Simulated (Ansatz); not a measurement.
# Work function and adsorbate dipole against coverage for K, Ba, Na and Li on Mo(110), PBE slabs

A simple rule of thumb is that each further electropositive atom on a metal lowers the work function by the same amount, so that a denser layer is a better one. We put it to the test for a photocathode on Mo(110) that is to emit under light of 2.2 eV while carrying at most a quarter of a monolayer. The covered face must then have a work function below 2.2 eV. We also require that it stay below this limit if the computed value is 0.35 eV too low, the gap between calculation and measurement on the clean face. These limits are our own choice.

The calculation gives the work function Φ of the covered face and its change ΔΦ from the clean face, negative when the work function falls. The dipole is per adsorbed atom.

## Method

Ansatz 0.2.0, plane-wave Kohn-Sham DFT with its default PAW datasets at a cutoff of 420 eV, PBE. Slabs of 4 layers at the tabulated measured lattice constant with the lower two layers held; adsorbates on the upper face in cells of 1 to 9 surface atoms, started on the site named and relaxed with the upper layers until forces are under 0.02 eV/Å. k-spacing 0.20 Å⁻¹ (2π included), Fermi-Dirac smearing of 0.1 eV, 18 Å of vacuum, dipole correction. Spin-paired, no spin-orbit coupling.

Notes on method and selection:

- One starting site was run; real layers may sit elsewhere, sink into the surface or rebuild it.
- Changes under about 0.15 eV are within the error of slabs this thin.
- Runs in which an atom moved over 1.3 Å, mostly full layers of large atoms, are not listed; the work function can turn there.
- Alkali layers pass through a minimum of the work function; at one coverage the larger alkalis can lie past theirs while smaller ones are near it, so the order need not follow the ionisation energy.
- Neighbouring dipoles tend to depolarise each other as the coverage rises, unless heights or bonding change.
- Runs in which the search for lower states was switched off are not listed.
- Work functions and vacuum levels are read from the electrostatic potential (Hartree and local ionic parts), which a warning of a rough exchange-correlation potential in thin density does not concern.
- Error sizes named in these notes are rules of thumb and were not measured on these runs.
- The default PAW datasets of this version of Ansatz are the set soft_2.
- Runs that did not converge, have known faults or may not be shown are not listed, and runs on Ansatz's PAW sets soft_1 and soft_2 are kept to separate tables.

Columns:

- density (nm⁻²): adsorbates per area.
- height (Å): height of the adsorbed atom (the lowest atom of a molecule) over the highest substrate atom.
- coverage (ML): adsorbates per surface atom.
- ΔΦ (eV): work function of the covered face less that of the clean face.
- dipole (D): dipole per adsorbate from ΔΦ by the Helmholtz relation, positive end outwards.
- Φ covered (eV): work function of the covered face.

## The series

| member | system | density (nm⁻²) | height (Å) | coverage (ML) | ΔΦ (eV) | dipole (D) | Φ covered (eV) | remark |
| --- | --- | --- | --- | --- | --- | --- | --- | --- |
| clean | K on Mo(110), hollow | 0.00 | – | 0.000 | 0.00 | – | 4.60 |  |
| 0.1111 ML | K on Mo(110), hollow | 1.58 | 3.10 | 0.111 | −2.46 | 4.13 | 2.13 | moved 0.7 Å sideways off the starting site |
| 0.25 ML | K on Mo(110), hollow | 3.56 | 3.08 | 0.250 | −2.95 | 2.20 | 1.65 | moved 0.7 Å sideways off the starting site |
| clean | Ba on Mo(110), hollow | 0.00 | – | 0.000 | 0.00 | – | 4.60 |  |
| 0.1111 ML | Ba on Mo(110), hollow | 1.58 | 2.79 | 0.111 | −2.43 | 4.07 | 2.17 | moved 0.7 Å sideways off the starting site |
| 0.25 ML | Ba on Mo(110), hollow | 3.56 | 2.80 | 0.250 | −2.52 | 1.88 | 2.08 | moved 0.7 Å sideways off the starting site |
| clean | Na on Mo(110), hollow | 0.00 | – | 0.000 | 0.00 | – | 4.60 |  |
| 0.1111 ML | Na on Mo(110), hollow | 1.58 | 2.70 | 0.111 | −1.69 | 2.84 | 2.91 | moved 0.7 Å sideways off the starting site |
| 0.25 ML | Na on Mo(110), hollow | 3.56 | 2.65 | 0.250 | −2.64 | 1.97 | 1.95 | moved 0.7 Å sideways off the starting site |
| clean | Li on Mo(110), hollow | 0.00 | – | 0.000 | 0.00 | – | 4.60 |  |
| 0.25 ML | Li on Mo(110), hollow | 3.56 | 2.26 | 0.250 | −2.10 | 1.56 | 2.50 | moved 0.7 Å sideways off the starting site |
| 1 ML | Li on Mo(110), hollow | 14.25 | 2.24 | 1.000 | −1.34 | 0.25 | 3.26 | moved 0.7 Å sideways off the starting site |

ΔΦ (eV) against density (nm⁻²):

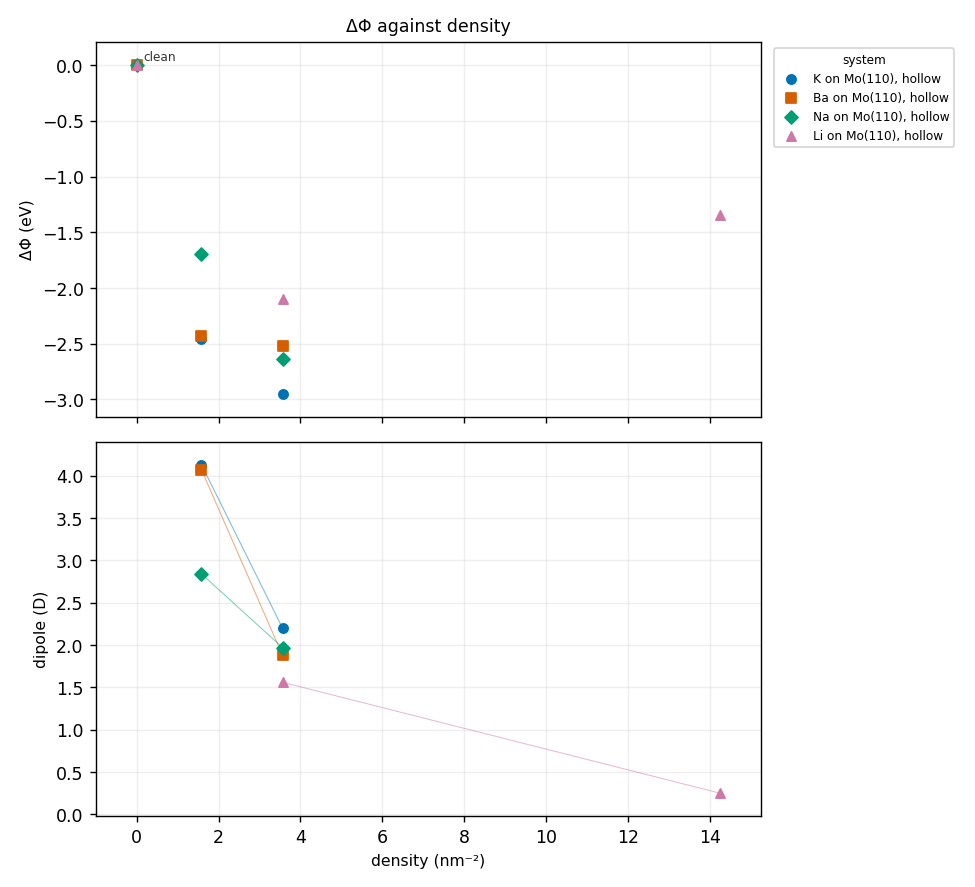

## The trend and its physics

The Helmholtz relation is ΔΦ = −0.377 μ n, with ΔΦ in eV, the dipole μ in D and the density n in nm⁻². If μ were constant, going from one ninth to one quarter of a monolayer would multiply ΔΦ by 3.56 / 1.58 = 2.25. The table gives 2.64 / 1.69 = 1.56 for Na, 2.95 / 2.46 = 1.20 for K and 2.52 / 2.43 = 1.04 for Ba. For K the first atoms lower Φ by 2.46 / 1.58 = 1.56 eV per nm⁻², the later ones by only (2.95 − 2.46) / (3.56 − 1.58) = 0.25 eV per nm⁻².

The heights change by at most 0.05 Å in this step, so they do not explain why the K dipole drops from 4.13 to 2.20 D. The accepted explanation is mutual depolarisation. The dipoles stand side by side with their positive ends outwards, and the field of the neighbours draws electrons back towards each adsorbate. For layers of the same pattern this field scales as μ n^(3/2). For K it grows by (2.20 / 4.13) × 2.25^(3/2) = 1.80, although each dipole has almost halved.

The order of the elements also depends on coverage. At one ninth, K and Ba are level and Na lags Ba by 2.43 − 1.69 = 0.74 eV. Na and Ba have similar heights and similar first ionisation energies, so the larger Ba dipole may owe something to its second valence electron. At one quarter Na has caught up: its ΔΦ differs from that of Ba by 0.12 eV, less than the 0.15 eV or so expected as the error of such thin slabs.

## Members off the line

The full Li layer departs most from the rule. Its density is four times that of the quarter layer, yet Φ is higher by 3.26 − 2.50 = 0.76 eV. The dipole has shrunk to 0.25 / 1.56 = 0.16 of its former value, whereas a factor of one quarter would have left ΔΦ unchanged. The usual picture is that in so dense a layer the Li atoms share their electrons as a metal film, and little charge transfer per atom remains.

The rise is well above the slab error, and we trust its sign for this structure. The Li atom ended midway between surface atoms, above an atom of the second layer, which is where the next Mo atom would sit. A real full layer may choose another spacing.

"Hollow" names the starting site only, since every adsorbate moved 0.7 Å sideways from it.

## Measured values

| member | quantity | measured | computed, K on Mo(110), hollow | computed − measured | conditions | source |
| --- | --- | --- | --- | --- | --- | --- |
| clean | Φ covered (eV) | 4.95 | 4.60 | −0.35 | compiled values differ between sources by a tenth of an eV or more; compiled experimental value; Mo(110) single-crystal face | [1] |

Sources:

[1] "Anisotropic work function of elemental crystals" (2019, arXiv:1902.07811)

The only measured value is that of the clean face, 4.95 eV against 4.60 eV computed, a difference of −0.35 eV. Three contributions are plausible. PBE tends to give work functions of metals somewhat low, roughly by one to three tenths of an eV. The thin slab can add an error of either sign. Compiled measured values themselves differ between sources by a tenth of an eV or more, as surface cleanliness and steps affect them. With a single compiled value we do not assign the difference to any one of these.

An error common to the clean and covered faces cancels in ΔΦ but stays in Φ, which is why the selection carries it as a margin. The covered faces are not compared here.

The general behaviour of alkali layers on refractory metals is well established by experiment: the work function falls steeply, passes through a minimum and rises again towards that of the alkali metal. The Li rows agree with this in having a higher work function at the full layer than at the quarter layer. The K and Na rows stop at one quarter and show only the fall.

## Choosing a member

Seven covered rows meet the coverage limit. Two of them fail on the work function as computed: Li at one quarter (2.50 eV) and Na at one ninth (2.91 eV). Five lie below 2.2 eV: K at one quarter (1.65 eV), Na at one quarter (1.95 eV), Ba at one quarter (2.08 eV), K at one ninth (2.13 eV) and Ba at one ninth (2.17 eV).

We now add the 0.35 eV of the clean face as a safety margin. In the same order, the five values become 1.65 + 0.35 = 2.00, 1.95 + 0.35 = 2.30, 2.08 + 0.35 = 2.43, 2.13 + 0.35 = 2.48 and 2.17 + 0.35 = 2.52 eV, and only K at one quarter still passes.

The longest wavelength that releases electrons is λ = 1240 / Φ, with λ in nm and Φ in eV. The lamp works at 1240 / 2.2 = 564 nm. The K quarter layer responds up to 1240 / 1.65 = 752 nm as computed and up to 1240 / 2.00 = 620 nm with the margin. The Na quarter layer goes from 1240 / 1.95 = 636 nm to 1240 / 2.30 = 539 nm, which is too short.

Near threshold the photoyield goes roughly as (hν − Φ)², where hν is the photon energy. With equal prefactors, K would yield ((2.2 − 1.65) / (2.2 − 1.95))² = 4.8 times as much as Na. The same formula shows how much the margin costs: the K yield would fall to ((2.2 − 2.00) / (2.2 − 1.65))² = 0.13 of its computed value.

Our pick is K at a quarter of a monolayer, with Na at the same coverage as runner-up. A relative shift of 1.95 − 1.65 = 0.30 eV would reverse them, and a different real arrangement of either layer could cause one. The pick also needs control of the dose, because at one ninth K has only 2.2 − 2.13 = 0.07 eV in hand. For a hot cathode we would reconsider Ba, which is held more firmly on refractory metals than K.

## Conclusions

In each of the four systems the dipole per atom falls as the layer gets denser: from one ninth to one quarter of a monolayer for K, Ba and Na, and from one quarter to a full layer for Li. The rule of equal steps therefore fails: later atoms add less than the first ones, and for Li the full layer even has a higher work function than the quarter layer.

Two effects left out here can exceed the 2.50 − 1.65 = 0.85 eV spread of the quarter layers. Loss of the adsorbate raises Φ, by 2.95 eV if the whole K quarter layer goes. Heavy oxidation by residual gas also raises it, roughly by an eV or more.

[On method and selection: Run and not listed: Li on Mo(110) at 0.111 ML and Li on Mo(110) at 0.5 ML (the reason was not traced).]
